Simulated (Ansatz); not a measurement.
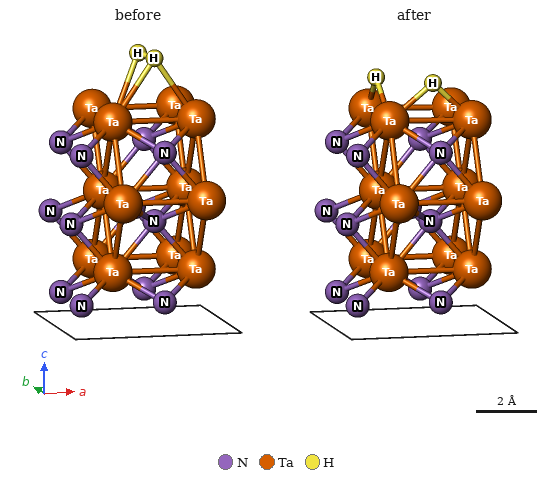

The structure of a slab of composition Ta6HN6 (cut from the P-6m2 phase) before (left) and after (right) a constrained relaxation, at one scale.

Style: ball-and-stick. Shown: the cell of the calculation, outlined in the plane, without the vacuum (origin shifted), slightly off an axis.

Case: 1 H2 a cell, tilted, over a hollow Ta-Ta site. The slab is the (1 0 0) face of TaN with H2 on it. 12 atoms are held fixed.

Level of theory: DFT PBE+D3(BJ), scalar-relativistic, plane waves, PAW in Ansatz 0.2.0. (plane-wave cutoff 420 eV; k-point mesh 3 × 3 × 1; occupations gaussian; smearing width 0.1 eV; no spin polarisation; dipole correction; atoms relaxed in a fixed cell; force threshold 0.04 eV/Å; at most 100 steps)

> What changed between the two?

After 12 geometry steps the energy has fallen by 2.485 eV per cell of the calculation. Largest force component: 1.2 eV/Å at the start, 0.021 eV/Å at the end. The largest move is that of an H atom, 1.68 Å at 57° to the normal (−c side). By element the largest moves are H 1.68 Å, Ta 0.06 Å, N 0.02 Å. The lattice vectors keep their values. Near-neighbour distances that change, for instance: H–H 0.750 → 2.254 Å, H–Ta 3.369 → 1.916 Å, H–Ta 2.563 → 1.915 Å, H–Ta 2.522 → 1.933 Å. New bonds form, among them: H–Ta (3.37 → 1.92 Å).

Limits of the set-up: the periodic images lie only 5.8 Å apart, so the values are limited by the cell's size.
